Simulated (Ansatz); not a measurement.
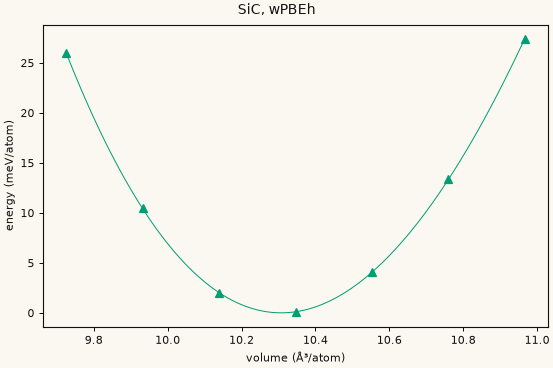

Plotted: energy against volume for SiC, space group F-43m (No. 216).

Structure:
```xyz
2
Lattice="0.0000 2.1790 2.1790 2.1790 0.0000 2.1790 2.1790 2.1790 0.0000" Properties=species:S:1:pos:R:3 pbc="T T T"
Si    0.0000    0.0000    0.0000
C     3.2685    3.2685    3.2685
```

How it was computed, with Ansatz 0.2.0: plane-wave DFT, no spin polarisation; energies at scaled volumes of the given cell, shape and fractions fixed, counted from the fit's minimum, third-order Birch-Murnaghan fit. Level: wPBEh.

k mesh 5×5×5; occupations Fermi–Dirac; smearing width 0.05 eV; potentials Ansatz PAW; wave cutoff 420 eV; density cutoff 1680 eV.

From this curve and the settings, what does the calculation give for the pressure at the same points?

The pressure falls from 14.96 GPa at volume 9.73 Å³/atom to −12.66 GPa at 10.97 Å³/atom, and changes sign near 10.31 Å³/atom.

```tsv
volume (Å³/atom)	pressure (GPa)
9.73	14.96
9.93	9.18
10.14	3.93
10.35	-0.83
10.55	-5.16
10.76	-9.11
10.97	-12.66
```

Caveats: coarse k mesh.
